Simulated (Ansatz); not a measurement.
System: ScAl₂, space group Fd-3m (No. 227).

Starting cell:
```
CELL_PARAMETERS angstrom
0.00000 3.77765 3.77765
3.77765 0.00000 3.77765
3.77765 3.77765 0.00000
ATOMIC_POSITIONS crystal
Sc 0.50000 0.50000 0.50000
Sc 0.75000 0.75000 0.75000
Al 0.12500 0.12500 0.12500
Al 0.62500 0.12500 0.12500
Al 0.12500 0.62500 0.12500
Al 0.12500 0.12500 0.62500
```

Input of one of the runs behind the figure:
```
crystal:
  lattice:
    - [0.0, 3.6473959713, 3.6473959713]
    - [3.6473959713, 0.0, 3.6473959713]
    - [3.6473959713, 3.6473959713, 0.0]
  atoms:
    - { symbol: Sc, position: [0.5, 0.5, 0.5] }
    - { symbol: Sc, position: [0.75, 0.75, 0.75] }
    - { symbol: Al, position: [0.125, 0.125, 0.125] }
    - { symbol: Al, position: [0.625, 0.125, 0.125] }
    - { symbol: Al, position: [0.125, 0.625, 0.125] }
    - { symbol: Al, position: [0.125, 0.125, 0.625] }
basis:
  ecutwfc: 500
kpoints:
  mp_grid: { grid: [8, 8, 8] }
hamiltonian:
  xc: r2scan
scf:
  occupations: { method: gaussian, width: 0.1 }
output:
  forces: true
  stress: true
  eigenvalues: true
relax:
  adjacent_minimum: "off"
  f_tol: 0.008
  max_steps: 50
  cell: { stress_tol: 0.08, p_target: 12.0 }
```

Command:
```bash
ansatz run input.yaml --threads 1 --pin off --max-ram 2560MiB --backend cpu --events-out ev --progress --plain --runs-dir out
```

How it was computed, with Ansatz 0.2.0: volume, enthalpy and cell of a crystal along a series of hydrostatic pressures at zero temperature, keeping its symmetry; changes are against the given cell; the k mesh follows the cell and the gap; plane waves with PAW datasets, Γ-centred k mesh; energies extrapolated to zero smearing. Level: r2SCAN, no spin polarisation.

- wave cutoff: 500 eV
- occupations: Gaussian
- k mesh at zero pressure: 8×8×8
- smearing width at zero pressure: 0.1 eV

The change of b equals the change of a; the change of c equals the change of a.

Describe the result: the volume change, change of a and enthalpy change against applied pressure. The applied pressure takes the values −1, 0, 1, 4, 12, 25, 50, 90 GPa.

The volume change falls from 1.15 % at applied pressure −1 GPa to −34.36 % at 90 GPa. The change of a falls from 0.38 % at applied pressure −1 GPa to −13.09 % at 90 GPa. The enthalpy change rises from −0.11 eV/atom at applied pressure −1 GPa to 7.86 eV/atom at 90 GPa. The solid is metallic at every point.

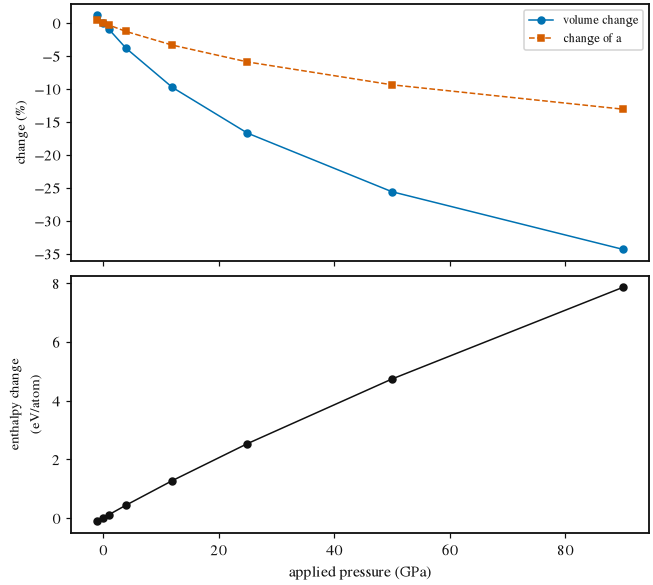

Note: far from the equilibrium volume.
